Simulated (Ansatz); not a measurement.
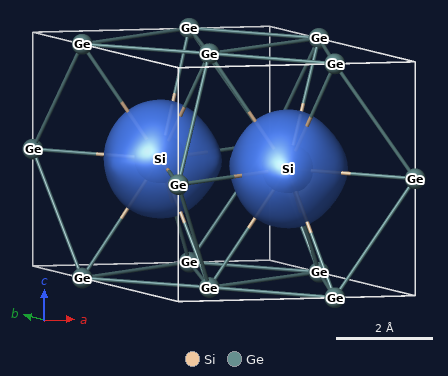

*SiGe2. Isosurface of the ELF at 0.55 (blue), seen at an oblique angle. Core shells and regions of very low density are left out. Sticks mark near contacts.*

Space group P-62m; a structure generated by program, which may or may not match a known phase.

All numbers below come from Ansatz, DFT PBE, scalar-relativistic, plane waves, PAW.

In a PAW calculation such maps are meaningful between the atoms, not at the nuclei.

### Where are the electrons localised?

The ELF exceeds this value in two regions wrapped around Si (the valence shell of each) and two small core shells on Si, counted in one cell of 6 atoms. Any copies at cell faces, edges or corners count once.

Values along the shortest contacts:
Ge–Ge (2.86 Å): the ELF is about 0.40 at the midpoint. Si–Ge (2.88 Å): the ELF peaks at about 0.75 in the valence shell of Si, 0.9 Å from its nucleus, and is about 0.45 at the midpoint.

### Metal or insulator at this level of theory?

It is gapless in this calculation (a metal or semimetal).
